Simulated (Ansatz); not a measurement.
System: a (110) slab cut from HfO₂ (Fm-3m), ended by HfO₂ planes, 24 atoms in the cell. Starting structure of the relaxation:

```yaml
crystal:
  lattice:
    - [7.17414, 0.00000, 0.00000]
    - [0.00000, 5.07288, 0.00000]
    - [0.00000, 0.00000, 21.38061]
  atoms:
    - { symbol: Hf, position: [0.25000, 0.50000, 0.37417] }
    - { symbol: Hf, position: [0.75000, 0.50000, 0.37417] }
    - { symbol: O, position: [0.50000, 0.75000, 0.37417] }
    - { symbol: O, position: [0.00000, 0.75000, 0.37417] }
    - { symbol: O, position: [0.50000, 0.25000, 0.37417] }
    - { symbol: O, position: [0.00000, 0.25000, 0.37417] }
    - { symbol: Hf, position: [0.50000, 0.00000, 0.45806] }
    - { symbol: Hf, position: [0.00000, 0.00000, 0.45806] }
    - { symbol: O, position: [0.75000, 0.25000, 0.45806] }
    - { symbol: O, position: [0.25000, 0.25000, 0.45806] }
    - { symbol: O, position: [0.75000, 0.75000, 0.45806] }
    - { symbol: O, position: [0.25000, 0.75000, 0.45806] }
    - { symbol: Hf, position: [0.75000, 0.50000, 0.54194] }
    - { symbol: Hf, position: [0.25000, 0.50000, 0.54194] }
    - { symbol: O, position: [0.00000, 0.75000, 0.54194] }
    - { symbol: O, position: [0.50000, 0.75000, 0.54194] }
    - { symbol: O, position: [0.00000, 0.25000, 0.54194] }
    - { symbol: O, position: [0.50000, 0.25000, 0.54194] }
    - { symbol: Hf, position: [0.00000, 0.00000, 0.62583] }
    - { symbol: Hf, position: [0.50000, 0.00000, 0.62583] }
    - { symbol: O, position: [0.25000, 0.25000, 0.62583] }
    - { symbol: O, position: [0.75000, 0.25000, 0.62583] }
    - { symbol: O, position: [0.25000, 0.75000, 0.62583] }
    - { symbol: O, position: [0.75000, 0.75000, 0.62583] }
```

Ansatz; DFT PBE+D3(BJ), scalar-relativistic, plane waves, PAW, no spin polarisation, 2×3×1 k mesh, 420 eV cutoff, Gaussian smearing of 0.05 eV.

What does the potential across the slab give for the band edges against vacuum?

From the vacuum level at the right face the ionisation potential is 3.96 eV and the electron affinity 2.29 eV; at the left face they are 3.51 and 1.84 eV. The slab's gap, their difference before rounding, is 1.67 eV. The vacuum level is 0.45 eV higher at the right than at the left, so the slab carries a dipole along its normal; the ramp in the vacuum, at or near the edge of the plot, is the dipole correction that keeps each side flat. Some atoms were held fixed in the relaxation, which can itself make the faces differ. The outermost atoms are 5.4 Å apart, which leaves 15.9 Å of vacuum in a cell 21.4 Å high.

Spin-orbit coupling is left out, which matters for Hf.

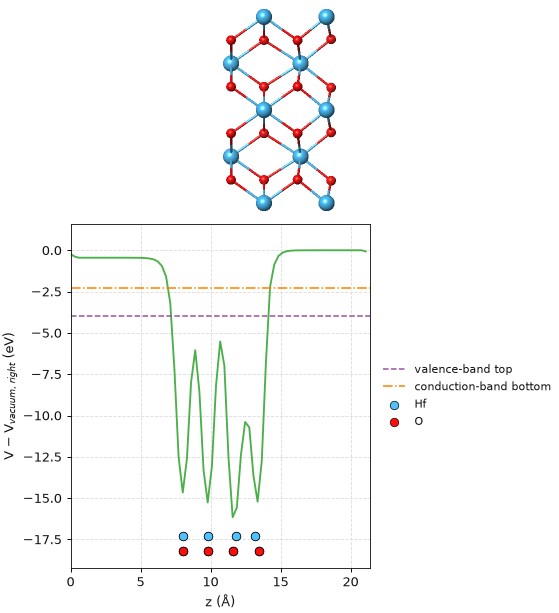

Plane-averaged electrostatic potential energy of an electron across the slab; circles at the bottom mark the heights of the atoms (positions after relaxation). The structure is drawn too.
